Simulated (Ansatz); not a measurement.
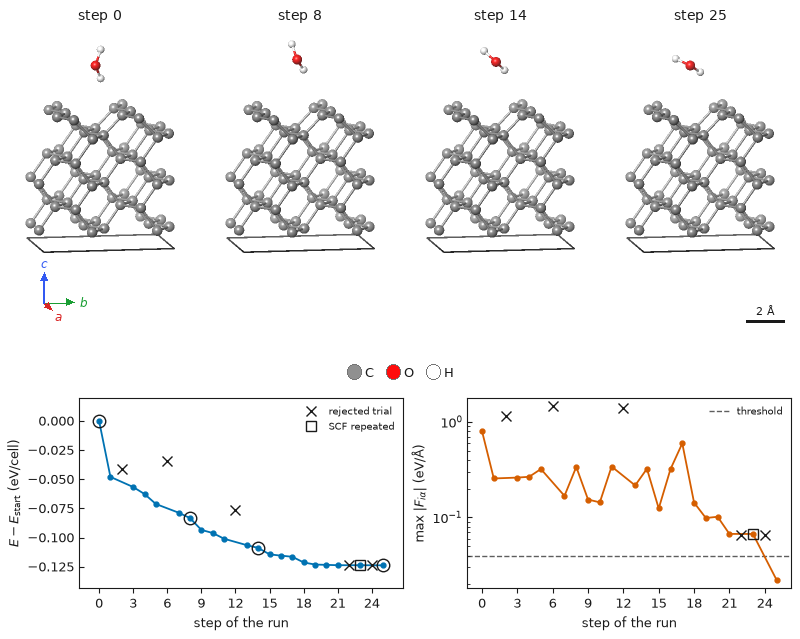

Frames of a constrained relaxation of a slab of composition H2C48O (cut from the Fd-3m phase), marked on the history of the run. Style: ball-and-stick. Shown: the cell of the calculation, outlined in the plane, without the vacuum (origin shifted), slightly off an axis.

Case: 1 H2O a cell, upright, over a hollow C-C-C site. The slab is the (1 1 0) face of C with H2O on it. 24 atoms are held fixed.

All numbers below come from DFT PBE+D3(BJ), scalar-relativistic, plane waves, PAW (Ansatz 0.2.0). (plane-wave cutoff 420 eV; k-point mesh 3 × 2 × 1; occupations gaussian; smearing width 0.05 eV; no spin polarisation; dipole correction; atoms relaxed in a fixed cell; force threshold 0.04 eV/Å; at most 100 steps)

### What happens along the run?

The energy falls by 0.124 eV per cell of the calculation in 19 accepted moves (25 points after the start). The largest force component goes from 0.8 to 0.022 eV/Å. The line search rejected the trial steps at points 2, 6, 12, 22, 24 of the run. 1 step only repeated the SCF at the same geometry. The atom that moves furthest is an H atom (1.57 Å at 68° to the normal (−c side)). By element the largest moves are H 1.57 Å, O 0.67 Å, C 0.02 Å. The cell doesn't change. Among the contacts that change: H–O 0.990 → 0.971 Å, C–C 1.479 → 1.489 Å, C–C 1.593 → 1.599 Å. From step 0 to 8: an H atom moves most (0.59 Å), energy −83.3 meV per cell of the calculation. From step 8 to 14: an H atom moves most (0.59 Å), energy −25.6 meV per cell of the calculation. From step 14 to 25: an H atom moves most (0.66 Å), energy −14.9 meV per cell of the calculation.

Limits of the set-up: the k-point mesh is coarse for a cell with partly filled bands; the periodic images lie only 5.0 Å apart, so the values are limited by the cell's size.
